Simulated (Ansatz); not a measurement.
System: ZrN, space group Fm-3m (No. 225) (one of a set of cubic test structures, which need not be the stable phase).

One of the inputs:
```
crystal:
  lattice:
    - [0.0, 2.284563293272, 2.284563293272]
    - [2.284563293272, 0.0, 2.284563293272]
    - [2.284563293272, 2.284563293272, 0.0]
  atoms:
    - { symbol: Zr, position: [0.0, 0.0, 0.0] }
    - { symbol: "N", position: [0.5, 0.5, 0.5] }
kpoints:
  mp_grid: { grid: [4, 4, 4] }
hamiltonian:
  xc: hse06
  pseudopotentials:
    kind: paw
    azcp:
      "N": "pseudopotentials/pbe/paw/ansatz_paw_generated_hard_1/N.paw.azcp"
      Zr: "pseudopotentials/pbe/paw/ansatz_paw_generated_hard_1/Zr.paw.azcp"
scf:
  occupations: { method: fermi_dirac, width: 0.1 }
  convergence: { dr2_threshold: "1e-10 eV" }
  exx: { energy_threshold: "2e-8 eV", singularity: regularized }
output:
  forces: true
  stress: true
  eigenvalues: true
```

Run as:
```bash
ansatz run input.yaml --threads 2
```

Method: equation of state of a cubic crystal from periodic Kohn-Sham density functional theory without spin, third-order Birch-Murnaghan fit to the free energies; pressure corrected for the finite basis (Ansatz 0.2.0 development build). Level: HSE06.

```csv
setting,value
structure type,rock salt
atoms in cell,2
space group number,225
lattice centring,face-centred primitive
k mesh,4×4×4
occupation method,Fermi–Dirac
occupation width,0.1 eV
wave cutoff,700 eV
datasets,hard PAW
density tolerance,0 eV
bands,13
density cutoff ratio,4
search for lower states,default
exchange singularity,regularized
```

Predict the energy above the lowest point and pressure against volume. The volume takes the values 11.19, 11.56, 11.92, 12.29, 12.65 Å³/atom.

A third-order Birch–Murnaghan fit gives V0 = 11.87 Å³/atom, B0 = 273 GPa and B′ = 4.3. The energy above the lowest point is 36.6 meV/atom at volume 11.19 Å³/atom and 38.8 meV/atom at 12.65 Å³/atom; the lowest computed point is at volume 11.92 Å³/atom (0.0 meV/atom), and no other minimum shows among the points. The pressure falls from 18.2 GPa at volume 11.19 Å³/atom to −15.1 GPa at 12.65 Å³/atom, and changes sign near 11.88 Å³/atom.

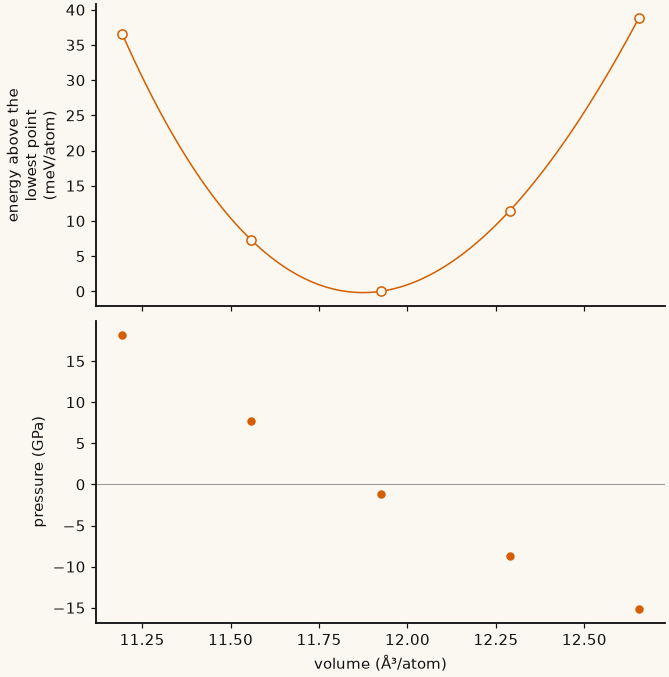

Caveats: coarse k-mesh, values are not converged in k; pseudopotentials made with PBE, not this functional.
